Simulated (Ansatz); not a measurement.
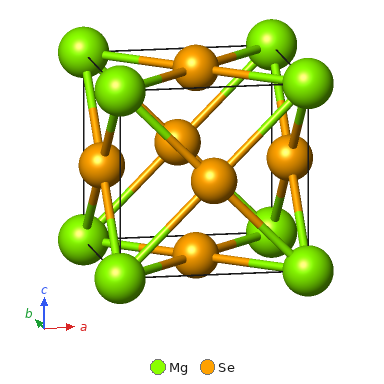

The figure gives a ball-and-stick picture of the atoms, viewed slightly off an axis. Lines trace the edges of the conventional unit cell. Cell: a = 4.38 Å, b = 4.38 Å, c = 4.38 Å, α = 90.00°, β = 90.00°, γ = 90.00°.

The structure was taken from a structure type filled with these elements by a generator (whether the compound takes this form wasn't checked). Earlier steps of the study may have refined or changed the cell and positions. Ansatz was used for an electronic-structure calculation on it.

> Explain the picture.

Chemical formula MgSe₃. The lattice is primitive cubic and the space group Pm-3m (No. 221). Its structure type: Cu₃Au (L1₂) type. In the cell are 1 Mg, 3 Se, which makes 1 formula unit. Around each Mg lie twelve Se in a cuboctahedral arrangement at about 3.1 Å. Se is coordinated by four Mg in a square planar arrangement at about 3.1 Å. The bonds build a three-dimensional framework.

The calculation used Ansatz 0.2.0, DFT PBE, scalar-relativistic, plane waves, PAW, with wavefunction cutoff 420 eV, a 10×10×10 k-point grid, Gaussian smearing of 0.1 eV, no spin polarisation.

> Metal or not?

A metal: bands cross the Fermi level.

> Predict the Bader charges.

Mg +1.60 e; Se -0.53 e.

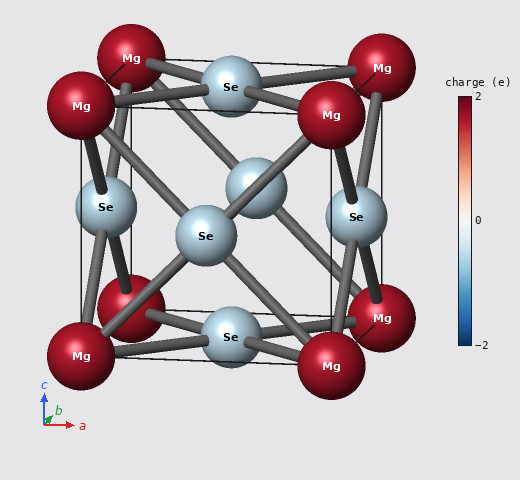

The atoms coloured by those charges. The run's cell of 4 atoms is drawn.

> Can this geometry be taken as optimised?

Yes. All forces vanish to within 0.01 eV/Å. The pressure is 0.0 GPa, close to zero.
